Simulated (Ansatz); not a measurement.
**Run report: MgO, geometry relaxation**

MgO (P2/m, 4 atoms in the cell), computed with DFT PBE, scalar-relativistic, plane waves, PAW, no spin polarisation (Ansatz 0.2.0).

The structure was made by a generator, so it may or may not be a known phase.

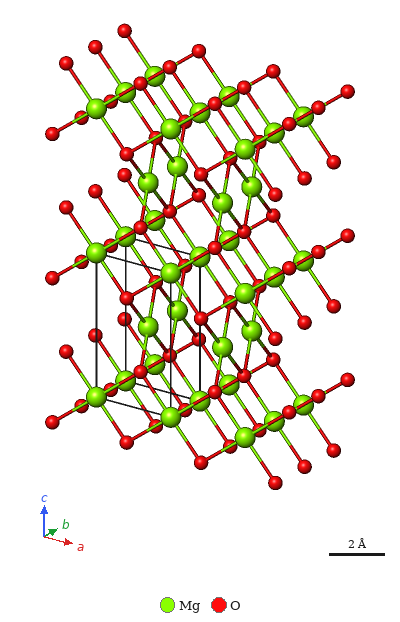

Fig. 1: The structure as given in the input (ball-and-stick view of the cell of the calculation, repeated 2 × 2 × 2, seen slightly off an axis; bonded neighbours outside the cell are drawn too). An atom can appear more than once, as a periodic image. Near neighbours in the periodic cell (some may lie outside the picture): Mg has 4 O at 2.01 to 2.04 Å; O has 4 Mg at 2.01 to 2.04 Å.

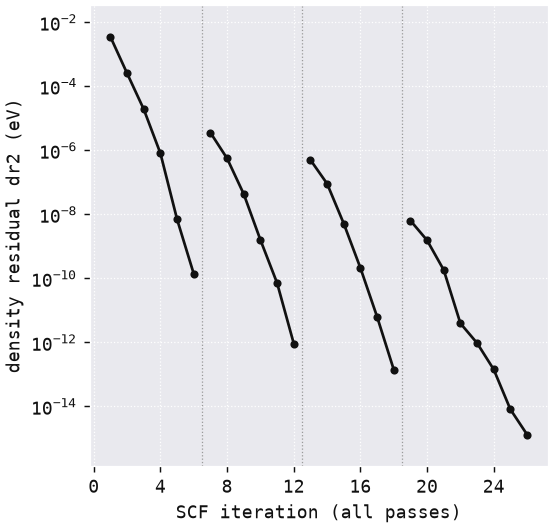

Fig. 2: Convergence of the self-consistent field: density residual dr2 against the SCF iteration. The dotted lines part the SCF passes of the relaxation: geometry steps, rejected trials and re-solves on a re-selected basis. The passes take 6, 6, 6 and 8 iterations.

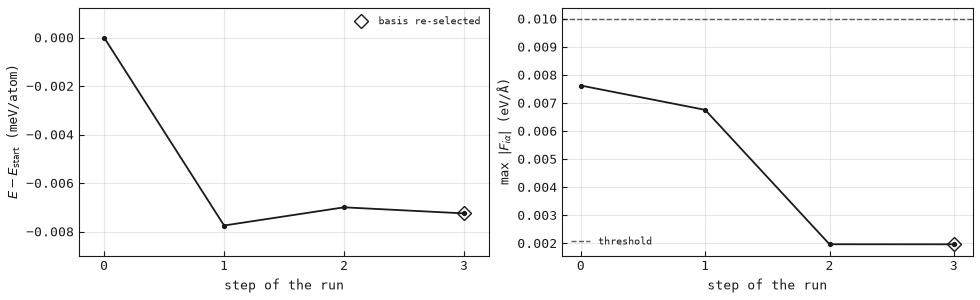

Fig. 3: Progress of the relaxation, step by step (the first geometry is step 0 here and step 1 in the log). The atoms keep their places relative to the cell (all moves are under 0.005 Å). The space group stays P2/m (No. 10). After 2 geometry steps the energy has fallen by next to nothing (0.0 meV per atom). The largest force component goes from 0.0076 to 0.002 eV/Å. The pressure goes from 0.04 to 0.02 GPa. A last SCF at the same geometry on a re-selected plane-wave basis shifts the energy by next to nothing (0.0 meV per atom). (Atoms are counted from 1 in the order of the input.)

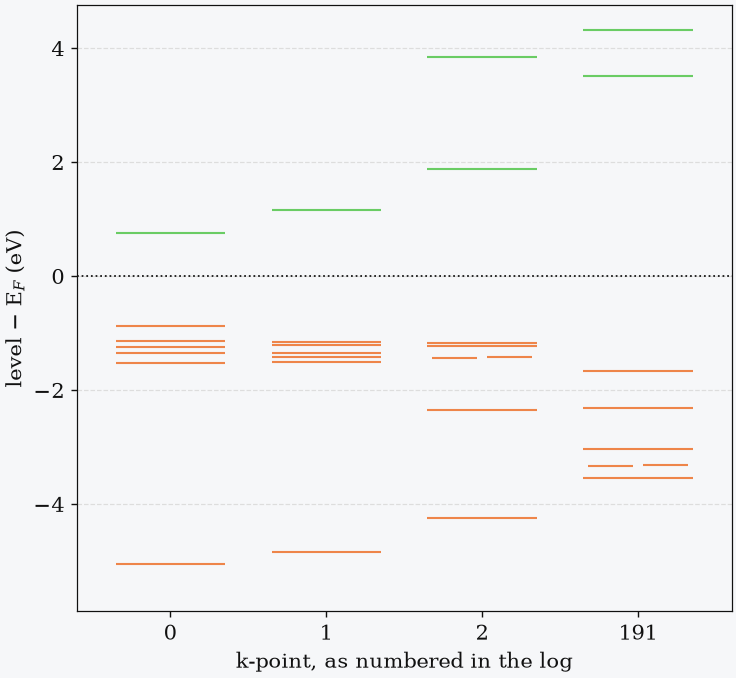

Fig. 4: Kohn–Sham levels near the Fermi level (dotted) at the few k-points that the log prints; levels within 0.02 eV of each other stand side by side. Among these points the highest filled and lowest empty levels are 1.65 eV apart; the gap on the full mesh, 1.52 eV, has an edge at a point that isn't printed.

These pictures come from the run below.

Input file
```yaml
crystal:
  lattice:
    - [2.9704472232, 0.0, 0.0]
    - [0.0, 2.9996360308, 0.0]
    - [-0.9722547827, 0.0, 5.3288229656]
  atoms:
    - { symbol: Mg, position: [0.0, 0.0, 0.0] }
    - { symbol: Mg, position: [0.5, 0.5, 0.5] }
    - { symbol: O, position: [0.4068506003, 0.0, 0.7419257109] }
    - { symbol: O, position: [0.5931493997, 0.0, 0.2580742891] }
basis:
  ecutwfc: 420
kpoints:
  mp_grid: { grid: [10, 10, 6] }
hamiltonian:
  xc: pbe
scf:
  occupations: { method: gaussian, width: 0.02 }
output:
  forces: true
  stress: true
  eigenvalues: true
relax:
  adjacent_minimum: "off"
  f_tol: 0.01
  max_steps: 80
  cell: { stress_tol: 0.05 }
```

Launched with:
```bash
ansatz run input.yaml --threads 1 --pin off --max-ram 2560MiB --backend cpu --events-out ev --progress --plain --runs-dir out
```

Log
```
Engine: ansatz 0.2.0, x86_64-unknown-linux-gnu
Pseudopotentials: kind: paw
Pseudopotential: Mg, paw, valence charge 10, recommended cutoff 420 eV (normal), Mg.paw.azcp
Pseudopotential: O, paw, valence charge 6, recommended cutoff 420 eV (normal), O.paw.azcp
Functional definition: PBE
  parameter kappa = 0.804
  parameter beta = 0.06672455060314922
  exchange = pbe_x(kappa = kappa, mu = beta*pi^2/3)
  correlation = pbe_c(beta = beta)
Crystal: 4 atoms, lattice volume = 47.481 Å³
Basis set: ecut = 420 eV, 897 PW (Γ), exchange–correlation on 40×48×80 points (8 copies of the dense FFT grid, shifted against one another)
Bands: 20, of which v1, the nominal top of the filled ones, is band 16 counted from 1 (15 counted from 0)
Symmetry: 4 space group operations
Space group: P2/m (ITA 10), of the structure as read, at distance tolerance 3.6e-5 Å
k-points: 192 of 600
Non-local potential: Mg, projectors of the file, l = 0: 3, l = 1: 2, l = 2: 1
Non-local potential: O, projectors of the file, l = 0: 2, l = 1: 2, l = 2: 1
PAW form: soft (Blöchl's): semilocal exchange-correlation on the pseudo side does not see the compensation charge
PAW one-centre angular grid: Mg, 110 points (default); XC on 64 Gauss nodes
PAW one-centre angular grid: O, 110 points (default); XC on 64 Gauss nodes
Initial density: superposition of atomic densities (neutral atoms: chi_scale 0, normalization atom), corrected by the library's trained network
Initial wavefunctions: pseudopotential atomic-orbital guess
Functional: x = pbe(κ = 0.804, μ = 0.2195149727645171), c = pbe(β = 0.06672455060314922)
SCF iter   1: F=—  HF=-4986.324893 eV  |F-HF|=—  |Δ(HF+E_count)|=         —  Δρ=2.96e-3  dr2=3.49e-3  ethr=1.77e-3  ⟨swp⟩=6.1  Hψ=18236  notcnv=0
preconditioner: auto → none  [insulator: Δε(μ)=1.477 eV  Ē_g=13.036 eV  σ=0.020 eV  W_gap=1.00  n_scr=14 (ndim 8)  ℏωp=21.6 eV  f_vac=0.001  D(μ)=0.00/eV (n_scr^D=0)  ε∞_Penn≈3.7]
SCF iter   2: F=—  HF=-4986.324724 eV  |F-HF|=—  |Δ(HF+E_count)|=   1.69e-4  Δρ=9.56e-4  dr2=2.53e-4  ethr=1.09e-5  ⟨swp⟩=2.0  Hψ=8808  notcnv=0
SCF iter   3: F=—  HF=-4986.324890 eV  |F-HF|=—  |Δ(HF+E_count)|=   1.66e-4  Δρ=2.83e-4  dr2=1.91e-5  ethr=7.91e-7  ⟨swp⟩=2.5  Hψ=6888  notcnv=0
SCF iter   4: F=—  HF=-4986.324950 eV  |F-HF|=—  |Δ(HF+E_count)|=   5.97e-5  Δρ=5.35e-5  dr2=8.02e-7  ethr=5.98e-8  ⟨swp⟩=2.0  Hψ=4871  notcnv=0
iter 5 did not close the SCF: its close was put off for the readings that it lacked (scf_convergence_deferred on its scf_iter line)
SCF iter   5: F=-4986.324952 eV  HF=-4986.324952 eV  |F-HF|=1.37e-8  |Δ(HF+E_count)|=   1.66e-6  Δρ=5.44e-6  dr2=6.95e-9  ethr=2.51e-9  ⟨swp⟩=2.0  Hψ=5230  notcnv=0
SCF iter   6: F=-4986.324952 eV  HF=-4986.324952 eV  |F-HF|=1.55e-11  |Δ(HF+E_count)|=   1.60e-8  Δρ=5.09e-7  dr2=1.38e-10  ethr=2.17e-11  ⟨swp⟩=2.0  Hψ=12370  notcnv=0
SCF 1 converged in 6 iterations: F = -4986.324952 eV  dr2 = 1.38e-10
  greatest PAW one-centre occupation: 1.000 electrons in one spin orbital (limit 2), on the Mg atom at site 0 (counted from 0), in its partial waves of l = 1
relax step   1: F+E_penalty+E_count = -4986.32495158 eV  Δ(F+E_penalty+E_count) = +0.000e0 eV  max|allowed force component| = 7.620e-3 eV/Å  Δτ_max = 0.0000 Å  P = +0.040 GPa  Ω = 47.481 Å³  (6 SCF iters, dr2 threshold 1.00e-7 eV, accepted)
Crystal: 4 atoms, lattice volume = 47.476 Å³
Initial density: handed on by an earlier stage of this run
Initial wavefunctions: those handed on with the density
iter 1 solved again at ethr=6.79e-9 eV; its pass at ethr=3.10e-3 eV (dr2=2.17e-6 eV) is discarded
SCF iter   1: F=—  HF=-4986.324954 eV  |F-HF|=—  |Δ(HF+E_count)|=         —  Δρ=1.35e-4  dr2=3.56e-6  ethr=6.79e-9  ⟨swp⟩=3.1  Hψ=21874  notcnv=0
preconditioner: auto → none  [insulator: Δε(μ)=1.523 eV  Ē_g=13.060 eV  σ=0.020 eV  W_gap=1.00  n_scr=14 (ndim 8)  ℏωp=21.6 eV  f_vac=0.001  D(μ)=0.00/eV (n_scr^D=0)  ε∞_Penn≈3.7]
SCF iter   2: F=—  HF=-4986.324983 eV  |F-HF|=—  |Δ(HF+E_count)|=   2.87e-5  Δρ=6.02e-5  dr2=5.59e-7  ethr=6.79e-9  ⟨swp⟩=2.0  Hψ=5221  notcnv=0
iter 3 did not close the SCF: its close was put off for the readings that it lacked (scf_convergence_deferred on its scf_iter line)
SCF iter   3: F=-4986.324983 eV  HF=-4986.324983 eV  |F-HF|=2.54e-9  |Δ(HF+E_count)|=   3.07e-7  Δρ=1.17e-5  dr2=4.30e-8  ethr=1.75e-9  ⟨swp⟩=2.0  Hψ=4949  notcnv=0
iter 4 did not close the SCF: its close was put off for the readings that it lacked (scf_convergence_deferred on its scf_iter line)
SCF iter   4: F=-4986.324983 eV  HF=-4986.324983 eV  |F-HF|=1.80e-9  |Δ(HF+E_count)|=   1.62e-8  Δρ=2.92e-6  dr2=1.59e-9  ethr=1.34e-10  ⟨swp⟩=2.0  Hψ=4992  notcnv=0
iter 5 did not close the SCF: its close was put off for the readings that it lacked (scf_convergence_deferred on its scf_iter line)
SCF iter   5: F=-4986.324983 eV  HF=-4986.324983 eV  |F-HF|=2.64e-11  |Δ(HF+E_count)|=   2.08e-9  Δρ=4.49e-7  dr2=7.17e-11  ethr=4.98e-12  ⟨swp⟩=2.3  Hψ=6239  notcnv=0
SCF iter   6: F=-4986.324983 eV  HF=-4986.324983 eV  |F-HF|=3.64e-12  |Δ(HF+E_count)|=  1.00e-11  Δρ=6.82e-8  dr2=9.23e-13  ethr=1.00e-12  ⟨swp⟩=1.2  Hψ=9691  notcnv=0
SCF 2 converged in 6 iterations: F = -4986.324983 eV  dr2 = 9.23e-13
relax step   2: F+E_penalty+E_count = -4986.32498286 eV  Δ(F+E_penalty+E_count) = -3.128e-5 eV  max|allowed force component| = 6.753e-3 eV/Å  Δτ_max = 0.0009 Å  P = +0.023 GPa  Ω = 47.476 Å³  energy of the carried Pulay correction = +1.414e-5 eV  (6 SCF iters, dr2 threshold 7.48e-8 eV, accepted)
Crystal: 4 atoms, lattice volume = 47.482 Å³
iter 1 solved again at ethr=9.38e-10 eV; its pass at ethr=3.10e-3 eV (dr2=3.00e-7 eV) is discarded
SCF iter   1: F=—  HF=-4986.324951 eV  |F-HF|=—  |Δ(HF+E_count)|=         —  Δρ=5.10e-5  dr2=5.02e-7  ethr=9.38e-10  ⟨swp⟩=3.1  Hψ=22000  notcnv=0
preconditioner: auto → none  [insulator: Δε(μ)=1.521 eV  Ē_g=13.060 eV  σ=0.020 eV  W_gap=1.00  n_scr=14 (ndim 8)  ℏωp=21.6 eV  f_vac=0.001  D(μ)=0.00/eV (n_scr^D=0)  ε∞_Penn≈3.7]
SCF iter   2: F=—  HF=-4986.324980 eV  |F-HF|=—  |Δ(HF+E_count)|=   2.94e-5  Δρ=2.36e-5  dr2=9.10e-8  ethr=9.38e-10  ⟨swp⟩=2.0  Hψ=6528  notcnv=0
iter 3 did not close the SCF: its close was put off for the readings that it lacked (scf_convergence_deferred on its scf_iter line)
SCF iter   3: F=-4986.324980 eV  HF=-4986.324980 eV  |F-HF|=5.37e-11  |Δ(HF+E_count)|=   5.97e-8  Δρ=3.67e-6  dr2=5.16e-9  ethr=2.84e-10  ⟨swp⟩=2.1  Hψ=5143  notcnv=0
iter 4 did not close the SCF: its close was put off for the readings that it lacked (scf_convergence_deferred on its scf_iter line)
SCF iter   4: F=-4986.324980 eV  HF=-4986.324980 eV  |F-HF|=1.26e-10  |Δ(HF+E_count)|=   1.67e-9  Δρ=9.66e-7  dr2=2.12e-10  ethr=1.61e-11  ⟨swp⟩=2.0  Hψ=4992  notcnv=0
iter 5 did not close the SCF: its close was put off for the readings that it lacked (scf_convergence_deferred on its scf_iter line)
SCF iter   5: F=-4986.324980 eV  HF=-4986.324980 eV  |F-HF|=2.73e-12  |Δ(HF+E_count)|=  1.72e-10  Δρ=1.44e-7  dr2=6.36e-12  ethr=1.00e-12  ⟨swp⟩=2.1  Hψ=5248  notcnv=0
SCF iter   6: F=-4986.324980 eV  HF=-4986.324980 eV  |F-HF|=0.00e0  |Δ(HF+E_count)|=  2.73e-12  Δρ=2.27e-8  dr2=1.42e-13  ethr=1.00e-12  ⟨swp⟩=1.6  Hψ=8785  notcnv=0
SCF 3 converged in 6 iterations: F = -4986.324980 eV  dr2 = 1.42e-13
relax step   3: F+E_penalty+E_count = -4986.32498045 eV  Δ(F+E_penalty+E_count) = +2.402e-6 eV  max|allowed force component| = 1.963e-3 eV/Å  Δτ_max = 0.0004 Å  P = +0.016 GPa  Ω = 47.482 Å³  energy of the carried Pulay correction = -1.980e-6 eV  (6 SCF iters, dr2 threshold 4.35e-8 eV, accepted)
Initial wavefunctions: pseudopotential atomic-orbital guess (no wavefunctions were taken with the density)
iter 1 solved again at ethr=7.76e-8 eV; its pass at ethr=3.10e-3 eV (dr2=2.48e-5 eV) is discarded
SCF iter   1: F=—  HF=-4986.324949 eV  |F-HF|=—  |Δ(HF+E_count)|=         —  Δρ=2.12e-5  dr2=6.40e-9  ethr=7.76e-8  ⟨swp⟩=4.0  Hψ=29115  notcnv=0
eigensolver tolerance schedule: the retry pair's looser diagonalisation over-reported the residual by 3878.67 of it (diagonalisation noise at 0.11 of the residual, at the tolerance the schedule requests for it); recorded, not acted on — ethr = c·dr2/N_el stays at c = 1.0e-1
SCF iter   2: F=—  HF=-4986.324980 eV  |F-HF|=—  |Δ(HF+E_count)|=   3.09e-5  Δρ=1.05e-5  dr2=1.55e-9  ethr=2.00e-11  ⟨swp⟩=3.1  Hψ=8270  notcnv=0
SCF iter   3: F=—  HF=-4986.324981 eV  |F-HF|=—  |Δ(HF+E_count)|=   5.93e-7  Δρ=2.64e-6  dr2=1.83e-10  ethr=4.85e-12  ⟨swp⟩=2.0  Hψ=5029  notcnv=0
iter 4 did not close the SCF: its close was put off for the readings that it lacked (scf_convergence_deferred on its scf_iter line)
SCF iter   4: F=-4986.324981 eV  HF=-4986.324981 eV  |F-HF|=2.42e-10  |Δ(HF+E_count)|=   3.91e-8  Δρ=2.63e-7  dr2=3.95e-12  ethr=1.00e-12  ⟨swp⟩=2.0  Hψ=4942  notcnv=0
iter 5 did not close the SCF: its close was put off for the readings that it lacked (scf_convergence_deferred on its scf_iter line)
SCF iter   5: F=-4986.324981 eV  HF=-4986.324981 eV  |F-HF|=1.82e-12  |Δ(HF+E_count)|=  2.40e-10  Δρ=8.04e-8  dr2=9.56e-13  ethr=1.00e-12  ⟨swp⟩=1.0  Hψ=3840  notcnv=0
iter 6 did not close the SCF: its close was put off for the readings that it lacked (scf_convergence_deferred on its scf_iter line)
SCF iter   6: F=-4986.324981 eV  HF=-4986.324981 eV  |F-HF|=0.00e0  |Δ(HF+E_count)|=  2.73e-12  Δρ=3.41e-8  dr2=1.43e-13  ethr=1.00e-12  ⟨swp⟩=1.0  Hψ=3840  notcnv=0
iter 7 did not close the SCF: its close was put off for the readings that it lacked (scf_convergence_deferred on its scf_iter line)
SCF iter   7: F=-4986.324981 eV  HF=-4986.324981 eV  |F-HF|=0.00e0  |Δ(HF+E_count)|=  9.09e-13  Δρ=7.88e-9  dr2=8.11e-15  ethr=1.00e-12  ⟨swp⟩=1.0  Hψ=3840  notcnv=0
SCF iter   8: F=-4986.324981 eV  HF=-4986.324981 eV  |F-HF|=9.09e-13  |Δ(HF+E_count)|=    0.00e0  Δρ=3.33e-9  dr2=1.33e-15  ethr=1.00e-12  ⟨swp⟩=1.9  Hψ=8917  notcnv=0
SCF 4 converged in 8 iterations: F = -4986.324981 eV  dr2 = 1.33e-15
relax step   4: F+E_penalty+E_count = -4986.32498066 eV  Δ(F+E_penalty+E_count) = -2.040e-7 eV  max|allowed force component| = 1.961e-3 eV/Å  Δτ_max = 0.0000 Å  P = +0.016 GPa  Ω = 47.482 Å³  stress off target by 2.77e-2 GPa  SCF on the basis re-selected at this cell (its energy is not comparable with the rows above)  (8 SCF iters)
basis re-selected at this cell: Δ(F+E_penalty+E_count) = -2.040e-7 eV, ΔP = -0.000 GPa vs the last step (what re-selecting the basis moved, of the pressure what is left beyond the Pulay correction that the steps carried, after the strain that the cell walked since its last selection, with what the two solves' SCF thresholds leave and, on support functions, any second-order correction that the steps lacked; it is no measure of the basis error at this ecutwfc). This SCF's stress stands 2.77e-2 GPa from its target on what of the cell is left free (relax.cell.stress_tol is 5.00e-2 GPa) and its largest allowed force component is 1.96e-3 eV/Å (relax.f_tol is 1.00e-2 eV/Å): within both
SCF converged after 8 iterations
Free energy (F): -4986.324981 eV
Harris-Foulkes:  -4986.324981 eV  (|F-HF|=9.09e-13)
Internal energy: -4986.324981 eV  (E = F + TS)
E sigma→0 (E₀):  -4986.324981 eV
Fermi energy:    6.617069 eV
--- Per-component energies (eV) ---
  E_band       = -668.695630
  E_kinetic    = 506.300083
  E_local      = -3673.492574  (includes V_loc(G=0)·N_el)
  E_nonlocal   = 286.102231
  E_hartree    = 1302.337569
  E_xc         = -208.412252
  E_vxc        = -266.873617  (∫ρ·V_xc dr)
  E_paw        = -900.027314  (= ΣΔE_a)
  E_vpaw       = -125.411806  (= ΣTr[D̂ρ^β])
  E_aug_tail   = 0.004914  (compensation charges beyond the density's cutoff)
  E_ewald      = -2299.137638
  E_smearing   = -0.000000  (= −TS)
  E_closure    = 0.000000  (closes the sum)
  Σ components = -4986.324981   (vs F -4986.324981, Δ=0.00e0)
--- Forces (eV/Å), atoms counted from 1 ---
  atom   1  Mg     0.00000000     0.00000000     0.00000000
  atom   2  Mg     0.00000000     0.00000000     0.00000000
  atom   3  O     -0.00196067     0.00000000     0.00062654
  atom   4  O      0.00196067    -0.00000000    -0.00062654
  max |Σ_I F_I| component: 0.00e0 eV/Å
--- Stress (GPa, compression-positive) ---
        0.009899       0.000000      -0.011185
        0.000000       0.017275       0.000000
       -0.011185       0.000000       0.020686
  P = ⅓ Tr σ = 0.0160 GPa (0.160 kbar)
--- Band table (eV; the first three rows and the last of 192) ---
  k-point 0: bands = ["-67.2694", "-67.2507", "-34.1971", "-34.1517", "-33.9648", "-33.9329", "-33.9051", "-33.8984", "-10.8737", "-9.9131", "1.5544", "5.0894", "5.2563", "5.3658", "5.4767", "5.7307", "7.3775", "12.4556", "13.1605", "18.7871"]
  k-point 1: bands = ["-67.2694", "-67.2507", "-34.1971", "-34.1516", "-33.9628", "-33.9350", "-33.9051", "-33.8984", "-10.8171", "-9.9866", "1.7673", "5.1130", "5.1930", "5.2564", "5.4027", "5.4502", "7.7778", "11.5159", "14.1880", "18.5099"]
  k-point 2: bands = ["-67.2694", "-67.2507", "-34.1970", "-34.1514", "-33.9574", "-33.9405", "-33.9051", "-33.8984", "-10.6579", "-10.1791", "2.3655", "4.2621", "5.1771", "5.1884", "5.3801", "5.4463", "8.4901", "10.4545", "15.4244", "17.9892"]
  k-point 191: bands = ["-67.2639", "-67.2454", "-34.2267", "-34.1798", "-33.9569", "-33.9394", "-33.9369", "-33.9332", "-9.6742", "-9.5906", "3.0672", "3.2872", "3.2976", "3.5785", "4.3016", "4.9546", "10.1263", "10.9403", "15.6974", "17.2858"]
--- Relaxed structure (3 steps of the walk, 3 accepted, 1 SCFs on fresh bases) ---
  F+E_penalty+E_count = -4986.32498066 eV   max|allowed force component| = 1.961e-3 eV/Å   (the final SCF, on the basis selected at the relaxed cell)
  cell:  # Å, volume = 47.4817 Å³
    - [2.968584549519326, 1.5025168455032415e-19, -0.0001454418873555079]
    - [1.517281179566012e-19, 3.0001503624694856, -9.789860935356233e-20]
    - [-0.9719060273620653, -2.2309464858590373e-19, 5.331357643573103]
  atoms:
    - { symbol: Mg, position: [1.4487976443663397e-21, 4.078315292499078e-56, -2.543249652607451e-21] }
    - { symbol: Mg, position: [0.5, 0.5, 0.5] }
    - { symbol: O, position: [0.40674477770453354, 7.963886646260858e-21, 0.7418237112972441] }
    - { symbol: O, position: [0.5932552222954666, -7.963886646260867e-21, 0.258176288702756] }
```

Trajectory as extended XYZ (Å, eV, eV/Å), 4 frames, from step=1 to step=4
```
4
Lattice="2.9704 0.0000 0.0000 0.0000 2.9996 0.0000 -0.9723 0.0000 5.3288" Properties=species:S:1:pos:R:3:forces:R:3 step=1 energy=-4986.32495 pressure_GPa=0.04
Mg    0.0000    0.0000    0.0000    0.0000   0.0000   0.0000
Mg    0.9991    1.4998    2.6644    0.0000   0.0000   0.0000
O     0.4872    0.0000    3.9536   -0.0017   0.0000  -0.0076
O     1.5110    0.0000    1.3752    0.0017   0.0000   0.0076
4
Lattice="2.9673 0.0000 -0.0000 0.0000 3.0004 0.0000 -0.9712 0.0000 5.3326" Properties=species:S:1:pos:R:3:forces:R:3 step=2 energy=-4986.32498 pressure_GPa=0.02
Mg    0.0000    0.0000    0.0000    0.0000   0.0000   0.0000
Mg    0.9980    1.5002    2.6663    0.0000   0.0000   0.0000
O     0.4865    0.0000    3.9555   -0.0031   0.0000   0.0068
O     1.5095    0.0000    1.3771    0.0031   0.0000  -0.0068
4
Lattice="2.9686 0.0000 -0.0001 0.0000 3.0002 0.0000 -0.9719 0.0000 5.3314" Properties=species:S:1:pos:R:3:forces:R:3 step=3 energy=-4986.32498 pressure_GPa=0.02
Mg    0.0000    0.0000    0.0000    0.0000   0.0000   0.0000
Mg    0.9983    1.5001    2.6656    0.0000   0.0000   0.0000
O     0.4865    0.0000    3.9549   -0.0020   0.0000   0.0006
O     1.5102    0.0000    1.3763    0.0020   0.0000  -0.0006
4
Lattice="2.9686 0.0000 -0.0001 0.0000 3.0002 0.0000 -0.9719 0.0000 5.3314" Properties=species:S:1:pos:R:3:forces:R:3 step=4 energy=-4986.32498 pressure_GPa=0.02
Mg    0.0000    0.0000    0.0000    0.0000   0.0000   0.0000
Mg    0.9983    1.5001    2.6656    0.0000   0.0000   0.0000
O     0.4865    0.0000    3.9549   -0.0020   0.0000   0.0006
O     1.5102    0.0000    1.3763    0.0020   0.0000  -0.0006
```

Summary

```json
{"quantity": "outcome", "value": "converged"}
{"quantity": "space group (tolerance 0.01 Å)", "value": "P2/m (10)"}
{"quantity": "electrons treated", "value": "32"}
{"quantity": "free energy", "value": "−4986.3250 eV"}
{"quantity": "Fermi energy", "value": "6.617 eV"}
{"quantity": "gap on the k-point mesh", "value": "1.52 eV"}
{"quantity": "pressure", "value": "0.02 GPa"}
{"quantity": "final volume", "value": "47.48 Å³"}
{"quantity": "largest force (length of the vector) at the end", "value": "0.002 eV/Å"}
{"quantity": "final cell", "value": "a = 2.969 Å, b = 3.000 Å, c = 5.419 Å, α = 90.00°, β = 100.33°, γ = 90.00°"}
{"quantity": "hardware", "value": "1 thread of Intel Xeon @ 2.70GHz, 189 GiB of memory available, shared host"}
{"quantity": "wall time", "value": "27 s"}
{"quantity": "peak memory", "value": "0.46 GiB"}
```
